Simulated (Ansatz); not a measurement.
Band-structure calculation of Fe3Co (part 2 of 2)

The same run, continued: Fe3Co (4 atoms in the cell); DFT LDA, scalar-relativistic, plane waves, PAW, spin-polarised (Ansatz 0.2.0); cutoff 420 eV, 20×20×6 k-mesh, Gaussian smearing of 0.1 eV, collinear spins. The structure was made by a generator, so it may or may not be a known phase.

Geometry of the input (Å; fractional positions):
```
1.4196  -2.0160  0.0000
1.4196  2.0160  0.0000
0.0000  0.0000  8.0583
Fe 0.5000  0.5000  0.7519
Fe 0.0000  0.0000  0.5000
Fe 0.5000  0.5000  0.2481
Co 0.0000  0.0000  0.0000
```

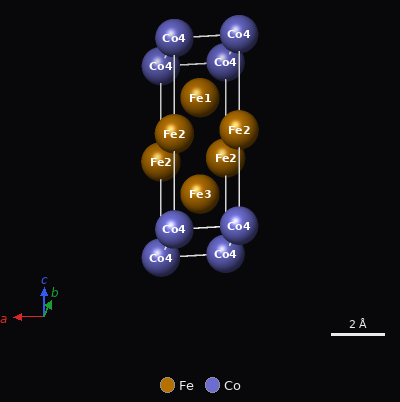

Figure 1. The structure (spheres-only view of the cell of the calculation, seen at an oblique angle; atoms are numbered from 1 in the order of the input).

**Output, continued**
```
  k-point 2 ↑: bands = ["-77.8018", "-69.6943", "-69.6907", "-69.5057", "-41.4266", "-41.3688", "-41.3403", "-36.2174", "-36.1500", "-35.9819", "-35.9707", "-35.8837", "-35.8837", "-35.8688", "-35.7884", "-35.7292", "9.2491", "10.1037", "12.2503", "12.6264", "14.1059", "14.4745", "14.9032", "14.9814", "15.2057", "15.2254", "15.2556", "15.4798", "15.8047", "15.9178", "16.0008", "16.4562", "16.5107", "16.6226", "16.6563", "16.6771", "16.8676", "16.9664", "17.0060", "17.6304", "25.9713", "29.1378", "35.8305"]
  k-point 443 ↓: bands = ["-75.6088", "-66.8343", "-66.8271", "-66.7689", "-39.4798", "-39.3918", "-39.3270", "-33.6017", "-33.5733", "-33.5086", "-33.4579", "-33.4317", "-33.4192", "-33.3531", "-33.3355", "-33.1992", "14.1425", "14.5601", "14.5666", "14.6510", "14.9183", "14.9454", "16.0105", "16.6299", "16.8078", "16.8350", "17.9915", "18.7028", "18.7839", "18.8611", "19.0170", "19.2400", "19.4252", "20.1602", "20.2576", "20.3679", "20.9222", "21.0396", "25.4416", "26.0203", "26.0983", "26.2823", "26.8872"]
--- Löwdin populations: 4 sites ---
  site symbol       q [e]    m [muB]
     0     Fe     15.7924     2.5266
     1     Fe     15.7914     2.3980
     2     Fe     15.7924     2.5266
     3     Co     16.7409     1.8033
  spilling = 0.013583 (of n_electrons = 65.000000)
--- Bader charges: 4 sites ---
  site symbol  charge [e]  shift [e]    m [muB]
     0     Fe      0.0495     0.0000     2.4672
     1     Fe     -0.0052     0.0000     2.3286
     2     Fe      0.0495     0.0000     2.4672
     3     Co     -0.0938     0.0001     1.7727
  estimated error of the sums over rays = 3.9e-4 e
```

**File bader_charges.tsv**
```
# site	symbol	x_ang	y_ang	z_ang	partial_charge_e	electrons	volume_ang3	relative_density_drop	shared_charge_e	partial_wave_shift_e	spin_moment_mub
# quadrature_error_electrons = 3.9e-4
0	Fe	1.4196	0.0000	6.0591	0.04952	25.95048	11.46	-	0.04952	0.00004	2.46715
1	Fe	0.0000	0.0000	4.0291	-0.00523	26.00523	11.62	-	-0.00523	0.00002	2.32858
2	Fe	1.4196	0.0000	1.9992	0.04952	25.95048	11.46	-	0.04952	0.00004	2.46715
3	Co	0.0000	0.0000	0.0000	-0.09381	27.09381	11.59	-	-0.09381	0.00006	1.77274
```

**File populations.tsv**
```
# site	symbol	l	j	q_up	q_dn
# orbitals = lowdin
# n_electrons = 65.000000
# spilling = 0.013583
0	Fe	0_3S	-	0.993417	0.993742
0	Fe	0_4S	-	0.450760	0.478343
0	Fe	1_3P	-	2.998458	2.997814
0	Fe	2_3D	-	4.716874	2.163019
1	Fe	0_3S	-	0.993336	0.993583
1	Fe	0_4S	-	0.438381	0.472946
1	Fe	1_3P	-	2.998414	2.997764
1	Fe	2_3D	-	4.664565	2.232382
2	Fe	0_3S	-	0.993417	0.993742
2	Fe	0_4S	-	0.450760	0.478343
2	Fe	1_3P	-	2.998458	2.997814
2	Fe	2_3D	-	4.716874	2.163019
3	Co	0_3S	-	0.994039	0.994265
3	Co	0_4S	-	0.460029	0.492664
3	Co	1_3P	-	2.998822	2.998403
3	Co	2_3D	-	4.819210	2.983461
```

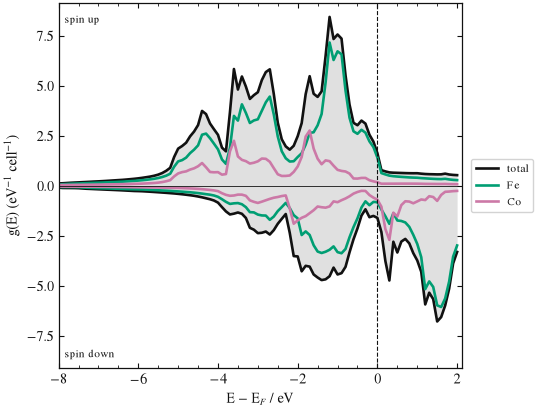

Figure 2. Density of states (projected on Löwdin-orthogonalised atomic shells), with energies from the Fermi level. There are states at the Fermi level: a metal at this level of theory. The curves stop near 2.0 eV above the Fermi level, where the computed bands end.

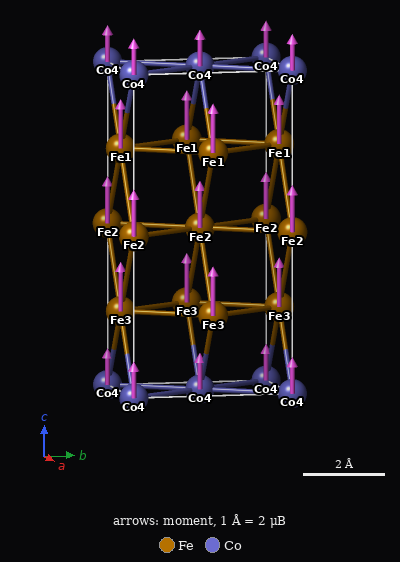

Figure 3. Magnetic moments of the sites as pink arrows (ball-and-stick view of the cell 2 times as large as that of the calculation, set on its symmetry axes, seen slightly off an axis; atoms are numbered from 1 in the order of the input); small moments hardly show. The run is collinear, so the axis drawn is arbitrary. Site moments: Fe1, Fe3 (2.47 μB); Fe2 (2.35 μB); Co4 (1.83 μB). They are counted near the atoms and needn't add up to the moment of the cell.

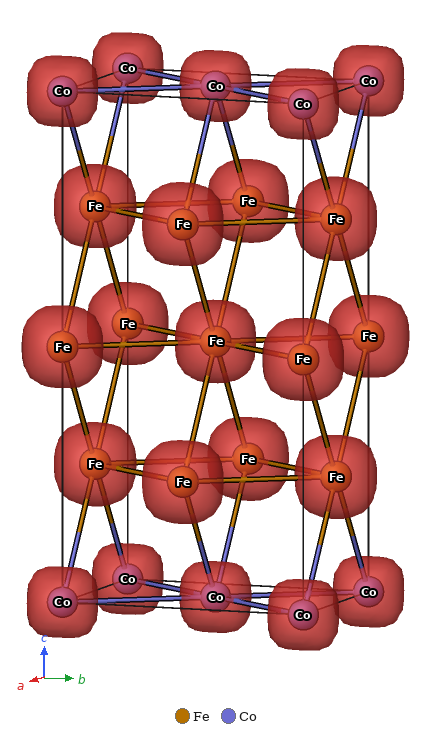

Figure 4. Isosurfaces of the magnetisation density (up minus down) at +0.5 (red) and −0.5 e/Å³ (blue), seen slightly off an axis. Sticks mark near contacts. The outline is the cell set on symmetry axes. The cell of the calculation (4 atoms) carries 9.0 μB net. Only one sign reaches the isovalue. The fields are those of the smooth PAW valence density.

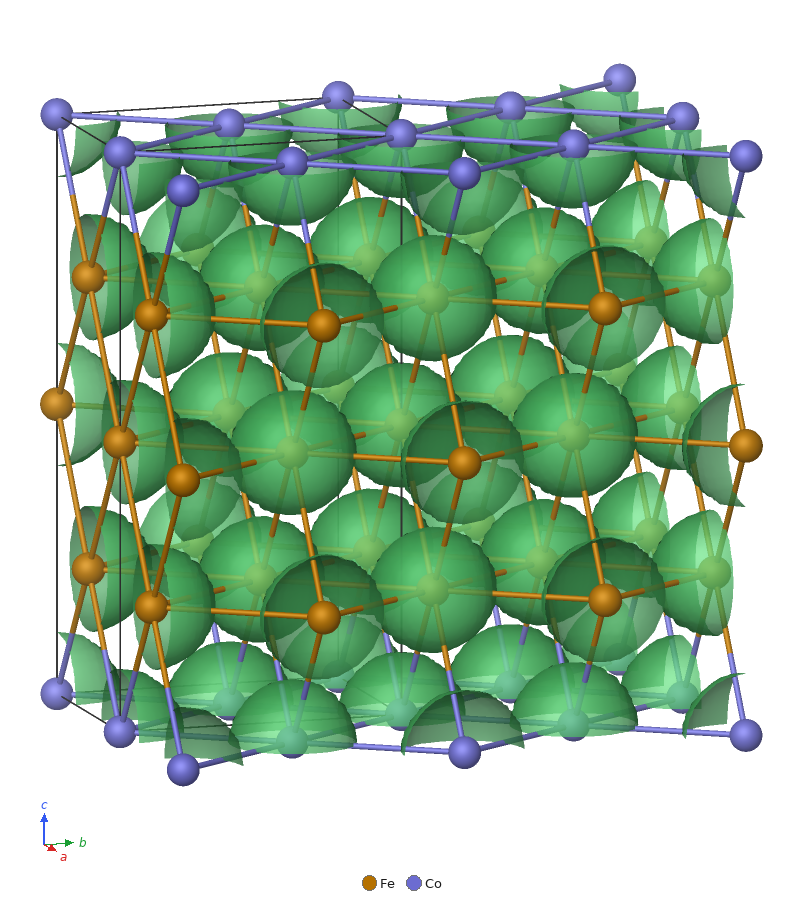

Figure 5. Isosurface of the valence pseudo-density at 0.8 e/Å³ (green), seen slightly off an axis. Sticks mark near contacts. The outline is the cell set on symmetry axes. At this value the density breaks into separate islands; it holds about 80 % of the electrons treated as valence (semicore included). It is pinched off along the Fe–Co (2.45 Å), Fe–Fe (2.47 Å) and Co–Co (2.47 Å) contacts. On the grid the lowest density along these lines, outside the cores, is 0.35 e/Å³ (Fe–Co, 2.45 Å), 0.34 e/Å³ (Fe–Fe, 2.47 Å) and 0.34 e/Å³ (Co–Co, 2.47 Å).

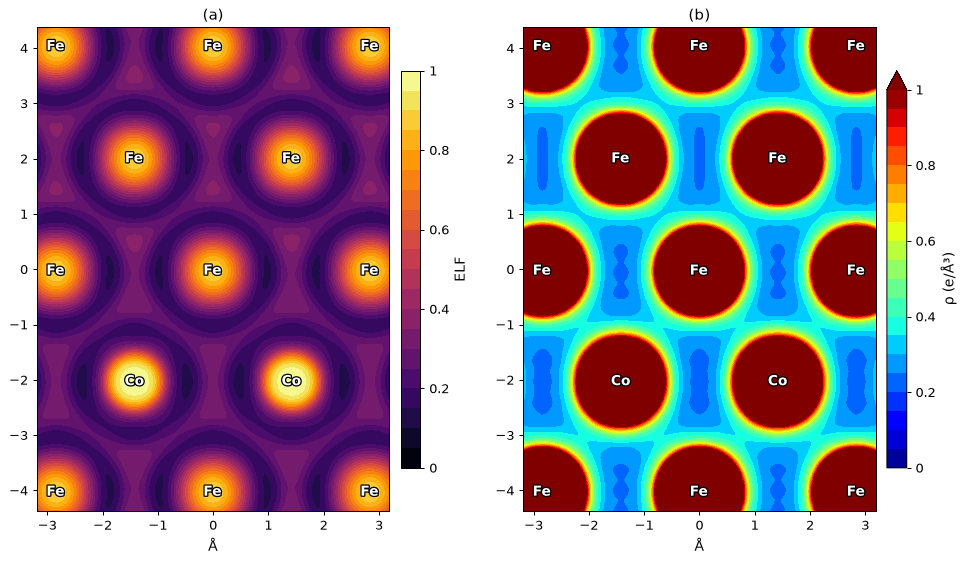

Figure 6. (a) ELF; (b) valence electron density on the (010) plane of the conventional cell. The section cuts through Fe and Co sites. Fe–Co (2.45 Å): ρ at the midpoint is about 0.35 e/Å³; the ELF is about 0.25 at the midpoint; no localised pair between them. Fe–Fe (2.48 Å): ρ at the midpoint is about 0.34 e/Å³; the ELF is about 0.25 at the midpoint (no shared electron pair). Away from the nuclei the density in this plane falls to 0.23 e/Å³ at its lowest. The strong features right at Fe and Co lie inside the PAW spheres (semicore, d or f shells) and say nothing about bonding.

**Results in brief**

```csv
quantity,value
outcome,converged
space group (tolerance 0.01 Å),Cmmm (65)
electrons treated,65
free energy,−18322.2087 eV
Fermi energy,17.744 eV
gap on the k-point mesh,none (metallic)
net moment of the cell,9.04 μB
integrated absolute moment,9.34 μB
pressure,−17.51 GPa
largest force (length of the vector),0.011 eV/Å
wall time,45 s (CPU time 2.9 min)
peak memory,1.5 GiB
```

**Remarks**

The cell is under a tension of 17.5 GPa at this level, so it is not at its equilibrium volume.
